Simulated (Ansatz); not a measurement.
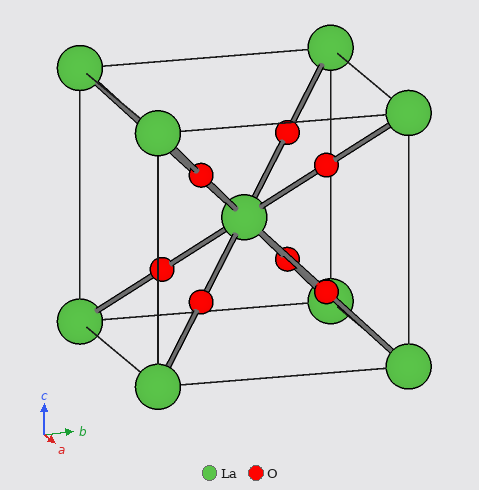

Structure drawing (ball-and-stick), viewed slightly off an axis. The conventional unit cell is outlined; an atom on or near a face, edge or corner is repeated at each equivalent position. Cell: a = 5.55 Å, b = 5.55 Å, c = 5.55 Å, α = 90.00°, β = 90.00°, γ = 90.00°.

The initial geometry was a structure type filled with these elements by a generator (whether the compound takes this form wasn't checked). Earlier steps of the study may have refined or changed the cell and positions. Ansatz was used for an electronic-structure calculation on it.

Characterise what is shown.

Chemical formula LaO4. The atoms follow space group Im-3m (No. 229); the Bravais lattice is body-centred cubic. Content of the cell: 2 La, 8 O (Z = 2). The neighbours of La are eight O in a cubic arrangement at about 2.4 Å. O is coordinated by two La in a linear arrangement at about 2.4 Å. The bonds build a three-dimensional framework.

Method used: DFT PBE, scalar-relativistic, plane waves, PAW in Ansatz 0.2.0. It ran with an energy cutoff of 420 eV, k-points about 0.16 Å⁻¹ apart, Gaussian smearing of 0.1 eV, no spin polarisation.

What does the calculation say: metal or gapped?

A metal: bands cross the Fermi level.

What are the atomic charges by Bader's partition?

La +2.18 e; O -0.54 e.

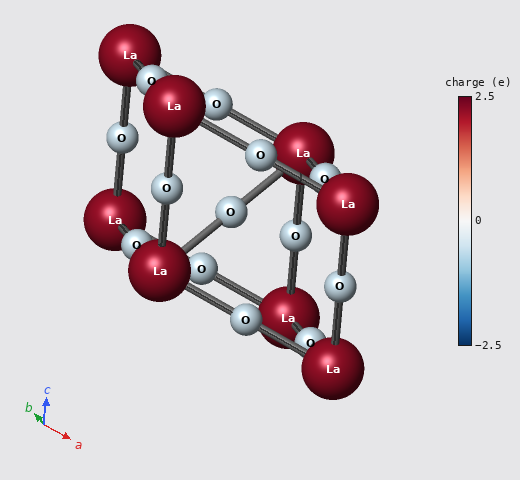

The atoms coloured by those charges. The run's cell of 5 atoms is drawn, so axes and origin can differ from the first picture.

Has the structure come to rest?

Yes. All forces vanish to within 0.01 eV/Å. The pressure is 0.0 GPa, close to zero.
